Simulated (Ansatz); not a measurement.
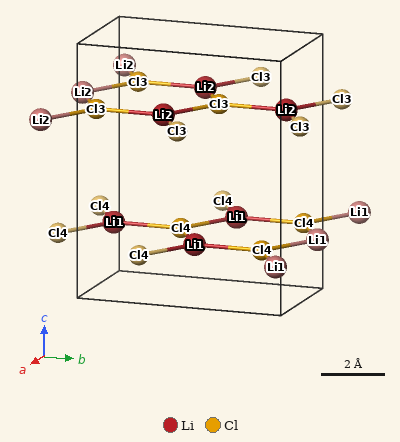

Fig. 1: The structure as given in the input (ball-and-stick view of the cell 2 times as large as that of the calculation, set on its symmetry axes, seen slightly off an axis; neighbours outside the cell are drawn fainter; atoms are numbered from 1 in the order of the input). Near neighbours in the crystal (not all of them lie inside the picture): Li has 3 Cl at 2.29 Å; Cl has 3 Li at 2.29 Å.

## What a change does: geometry relaxation on LiCl

System: LiCl (4 atoms in the cell).
Method of run A: DFT PBE, scalar-relativistic, plane waves, PAW, no spin polarisation (Ansatz 0.2.0).

The structure was made by a generator, so it may or may not be a known phase. Text and figures count atoms from 1; the logs count them from 0 in places.

Input, run A:
```yaml
crystal:
  lattice:
    - [1.9588787102, -3.467152308, 0.0]
    - [1.9588787102, 3.467152308, 0.0]
    - [0.0, 0.0, 8.3709347763]
  atoms:
    - { symbol: Li, position: [0.4234860851, 0.5765139149, 0.25] }
    - { symbol: Li, position: [0.5765139149, 0.4234860851, 0.75] }
    - { symbol: Cl, position: [0.9060830418, 0.0939169582, 0.75] }
    - { symbol: Cl, position: [0.0939169582, 0.9060830418, 0.25] }
basis:
  ecutwfc: 420
kpoints:
  mp_grid: { grid: [8, 8, 4] }
hamiltonian:
  xc: pbe
scf:
  occupations: { method: gaussian, width: 0.02 }
output:
  forces: true
  stress: true
  eigenvalues: true
  write_density: true
  write_potential: true
  elf: true
  volumetric_format: npy
relax:
  adjacent_minimum: "off"
  f_tol: 0.01
  max_steps: 80
  cell: { stress_tol: 0.05 }
```

Command:
```bash
ansatz run input.yaml --threads 1 --pin off --max-ram 2560MiB --backend cpu --events-out ev --progress --plain --runs-dir out
```

Hardware: 1 thread of Arm Neoverse V1, 24 GiB of memory available, shared host.

Output, shortened to warnings, some set-up lines, iterations and results (run A):
```
Basis set: ecut = 420 eV, 2247 PW (Γ), exchange–correlation on 54×54×120 points (8 copies of the dense FFT grid, shifted against one another)
Symmetry: 8 space group operations
k-points: 63 of 256
Initial density: superposition of atomic densities (neutral atoms: chi_scale 0, normalization atom), corrected by the library's trained network
[...]
SCF iter   1: F=—  HF=-2575.360476 eV  |F-HF|=—  |Δ(HF+E_count)|=         —  Δρ=4.69e-4  dr2=3.21e-4  ethr=1.77e-3  ⟨swp⟩=7.0  Hψ=5219  notcnv=0
SCF iter   2: F=—  HF=-2575.360319 eV  |F-HF|=—  |Δ(HF+E_count)|=   1.57e-4  Δρ=2.92e-4  dr2=1.68e-4  ethr=1.61e-6  ⟨swp⟩=2.2  Hψ=2129  notcnv=0
SCF iter   3: F=—  HF=-2575.360423 eV  |F-HF|=—  |Δ(HF+E_count)|=   1.04e-4  Δρ=1.75e-4  dr2=3.06e-5  ethr=8.40e-7  ⟨swp⟩=2.0  Hψ=1596  notcnv=0
SCF iter   4: F=—  HF=-2575.360373 eV  |F-HF|=—  |Δ(HF+E_count)|=   4.99e-5  Δρ=7.80e-5  dr2=5.63e-6  ethr=1.53e-7  ⟨swp⟩=2.9  Hψ=1476  notcnv=0
SCF iter   5: F=—  HF=-2575.360375 eV  |F-HF|=—  |Δ(HF+E_count)|=   1.50e-6  Δρ=3.03e-5  dr2=9.51e-7  ethr=2.81e-8  ⟨swp⟩=2.7  Hψ=1381  notcnv=0
[... 63 lines ...]
SCF iter   5: F=—  HF=-2575.365666 eV  |F-HF|=—  |Δ(HF+E_count)|=   6.37e-6  Δρ=1.01e-6  dr2=3.80e-9  ethr=1.98e-10  ⟨swp⟩=2.1  Hψ=1274  notcnv=0
SCF iter   6: F=—  HF=-2575.365666 eV  |F-HF|=—  |Δ(HF+E_count)|=   5.06e-9  Δρ=2.48e-7  dr2=1.93e-10  ethr=1.90e-11  ⟨swp⟩=2.0  Hψ=1242  notcnv=0
SCF iter   7: F=-2575.365666 eV  HF=-2575.365666 eV  |F-HF|=4.55e-12  |Δ(HF+E_count)|=  2.17e-10  Δρ=4.35e-8  dr2=5.80e-12  ethr=1.00e-12  ⟨swp⟩=6.0  Hψ=3821  notcnv=0
SCF 9 converged in 7 iterations: F = -2575.365666 eV  dr2 = 5.80e-12
relax step   9: F+E_penalty+E_count = -2575.36566577 eV  Δ(F+E_penalty+E_count) = -4.423e-4 eV  max|allowed force component| = 5.358e-4 eV/Å  Δτ_max = 0.0000 Å  P = +0.010 …
basis re-selected at this cell: Δ(F+E_penalty+E_count) = -4.423e-4 eV, ΔP = +0.008 GPa vs the last step (what re-selecting the basis moved, of the pressure what is left beyond the Pulay correction that the steps carried, after the strain that the cell walked since its last selection, with what the …
SCF converged after 7 iterations
Free energy (F): -2575.365666 eV
Harris-Foulkes:  -2575.365666 eV  (|F-HF|=4.55e-12)
Internal energy: -2575.365666 eV  (E = F + TS)
E sigma→0 (E₀):  -2575.365666 eV
Fermi energy:    0.058416 eV
--- Per-component energies (eV) ---
  E_band       = -281.897170
  E_kinetic    = 366.838525
  E_local      = -1097.738523  (includes V_loc(G=0)·N_el)
  E_nonlocal   = -9.328076
  E_hartree    = 375.228977
  E_xc         = -236.490685
  E_vxc        = -272.568769  (∫ρ·V_xc dr)
  E_paw        = -1360.991783  (= ΣΔE_a)
  E_vpaw       = -19.558410  (= ΣTr[D̂ρ^β])
  E_aug_tail   = 0.000196  (compensation charges beyond the density's cutoff)
  E_ewald      = -612.884297
  E_smearing   = -0.000000  (= −TS)
  E_closure    = 0.000000  (closes the sum)
  Σ components = -2575.365666   (vs F -2575.365666, Δ=0.00e0)
--- Forces (eV/Å), atoms counted from 1 ---
  atom   1  Li     0.00000000    -0.00003132     0.00000000
  atom   2  Li     0.00000000     0.00003132    -0.00000000
  atom   3  Cl     0.00000000     0.00053579     0.00000000
  atom   4  Cl     0.00000000    -0.00053579    -0.00000000
  max |Σ_I F_I| component: 0.00e0 eV/Å
--- Stress (GPa, compression-positive) ---
       -0.001095       0.000000       0.000000
        0.000000       0.009652       0.000000
        0.000000       0.000000       0.020089
  P = ⅓ Tr σ = 0.0095 GPa (0.095 kbar)
--- Relaxed structure (8 steps of the walk, 8 accepted, 1 SCFs on fresh bases) ---
  F+E_penalty+E_count = -2575.36566577 eV   max|allowed force component| = 5.358e-4 eV/Å   (the final SCF, on the basis selected at the relaxed cell)
  cell:  # Å, volume = 125.1255 Å³
    - [1.9701245869103956, -3.44852707320541, -1.8223256342357797e-17]
    - [1.9701245869103956, 3.44852707320541, 1.822325634235781e-17]
[...]
```

For run B the input was changed thus:
```diff
-  mp_grid: { grid: [8, 8, 4] }
+  mp_grid: { grid: [12, 12, 6] }
-  write_density: true
-  write_potential: true
-  elf: true
-  volumetric_format: npy
```

What does this change do to the results?

The energy doesn't change within 0.01 meV per atom. The number of SCF iterations is the same. The irreducible k-points go from 63 to 172. On the same kind of shared host run B took about 2.5 times as long.

Output, shortened to warnings, some set-up lines, iterations and results (run B):
```
Basis set: ecut = 420 eV, 2247 PW (Γ), exchange–correlation on 54×54×120 points (8 copies of the dense FFT grid, shifted against one another)
Symmetry: 8 space group operations
k-points: 172 of 864
Initial density: superposition of atomic densities (neutral atoms: chi_scale 0, normalization atom), corrected by the library's trained network
[...]
SCF iter   1: F=—  HF=-2575.360443 eV  |F-HF|=—  |Δ(HF+E_count)|=         —  Δρ=4.62e-4  dr2=3.31e-4  ethr=1.77e-3  ⟨swp⟩=7.0  Hψ=14342  notcnv=0
SCF iter   2: F=—  HF=-2575.360309 eV  |F-HF|=—  |Δ(HF+E_count)|=   1.34e-4  Δρ=2.82e-4  dr2=1.53e-4  ethr=1.65e-6  ⟨swp⟩=2.2  Hψ=5823  notcnv=0
SCF iter   3: F=—  HF=-2575.360438 eV  |F-HF|=—  |Δ(HF+E_count)|=   1.29e-4  Δρ=2.03e-4  dr2=4.31e-5  ethr=7.67e-7  ⟨swp⟩=2.0  Hψ=4459  notcnv=0
SCF iter   4: F=—  HF=-2575.360373 eV  |F-HF|=—  |Δ(HF+E_count)|=   6.51e-5  Δρ=7.77e-5  dr2=5.59e-6  ethr=2.15e-7  ⟨swp⟩=2.8  Hψ=3995  notcnv=0
SCF iter   5: F=—  HF=-2575.360374 eV  |F-HF|=—  |Δ(HF+E_count)|=   1.61e-6  Δρ=2.10e-5  dr2=4.45e-7  ethr=2.80e-8  ⟨swp⟩=2.3  Hψ=3556  notcnv=0
[... 63 lines ...]
SCF iter   5: F=—  HF=-2575.365666 eV  |F-HF|=—  |Δ(HF+E_count)|=   6.42e-6  Δρ=1.01e-6  dr2=3.82e-9  ethr=1.99e-10  ⟨swp⟩=2.1  Hψ=3462  notcnv=0
SCF iter   6: F=—  HF=-2575.365666 eV  |F-HF|=—  |Δ(HF+E_count)|=   5.03e-9  Δρ=2.47e-7  dr2=1.91e-10  ethr=1.91e-11  ⟨swp⟩=2.0  Hψ=3388  notcnv=0
SCF iter   7: F=-2575.365666 eV  HF=-2575.365666 eV  |F-HF|=4.55e-12  |Δ(HF+E_count)|=  2.16e-10  Δρ=4.40e-8  dr2=5.87e-12  ethr=1.00e-12  ⟨swp⟩=4.0  Hψ=7952  notcnv=0
SCF 9 converged in 7 iterations: F = -2575.365666 eV  dr2 = 5.87e-12
relax step   9: F+E_penalty+E_count = -2575.36566649 eV  Δ(F+E_penalty+E_count) = -4.415e-4 eV  max|allowed force component| = 5.375e-4 eV/Å  Δτ_max = 0.0000 Å  P = +0.010 …
basis re-selected at this cell: Δ(F+E_penalty+E_count) = -4.415e-4 eV, ΔP = +0.008 GPa vs the last step (what re-selecting the basis moved, of the pressure what is left beyond the Pulay correction that the steps carried, after the strain that the cell walked since its last selection, with what the …
SCF converged after 7 iterations
Free energy (F): -2575.365666 eV
Harris-Foulkes:  -2575.365666 eV  (|F-HF|=4.55e-12)
Internal energy: -2575.365666 eV  (E = F + TS)
E sigma→0 (E₀):  -2575.365666 eV
Fermi energy:    0.059775 eV
--- Per-component energies (eV) ---
  E_band       = -281.902885
  E_kinetic    = 366.838521
  E_local      = -1097.797335  (includes V_loc(G=0)·N_el)
  E_nonlocal   = -9.328074
  E_hartree    = 375.255521
  E_xc         = -236.490676
  E_vxc        = -272.568757  (∫ρ·V_xc dr)
  E_paw        = -1360.991784  (= ΣΔE_a)
  E_vpaw       = -19.558412  (= ΣTr[D̂ρ^β])
  E_aug_tail   = 0.000196  (compensation charges beyond the density's cutoff)
  E_ewald      = -612.852036
  E_smearing   = -0.000000  (= −TS)
  E_closure    = 0.000000  (closes the sum)
  Σ components = -2575.365666   (vs F -2575.365666, Δ=0.00e0)
--- Forces (eV/Å), atoms counted from 1 ---
  atom   1  Li     0.00000000    -0.00003164     0.00000000
  atom   2  Li     0.00000000     0.00003164    -0.00000000
  atom   3  Cl     0.00000000     0.00053755     0.00000000
  atom   4  Cl     0.00000000    -0.00053755    -0.00000000
  max |Σ_I F_I| component: 0.00e0 eV/Å
--- Stress (GPa, compression-positive) ---
       -0.001094       0.000000       0.000000
        0.000000       0.009677       0.000000
        0.000000       0.000000       0.020044
  P = ⅓ Tr σ = 0.0095 GPa (0.095 kbar)
--- Relaxed structure (8 steps of the walk, 8 accepted, 1 SCFs on fresh bases) ---
  F+E_penalty+E_count = -2575.36566649 eV   max|allowed force component| = 5.375e-4 eV/Å   (the final SCF, on the basis selected at the relaxed cell)
  cell:  # Å, volume = 125.1333 Å³
    - [1.9701337558108887, -3.4485099429381774, -1.823562253876774e-17]
    - [1.9701337558108887, 3.4485099429381774, 1.8235622538767753e-17]
[...]
```

The two runs side by side:

| quantity | run A | run B |
| --- | --- | --- |
| outcome | converged | converged |
| free energy per atom (eV) | −643.8414 | −643.8414 |
| gap on the mesh (eV) | 5.34 | 5.34 |
| pressure (GPa) | 0.01 | 0.01 |
| largest force (eV/Å) | 0.001 | 0.001 |
| SCF iterations | 55 | 55 |
| irreducible k-points | 63 | 172 |
| wall time (shared host) | 57 s | 2.4 min |
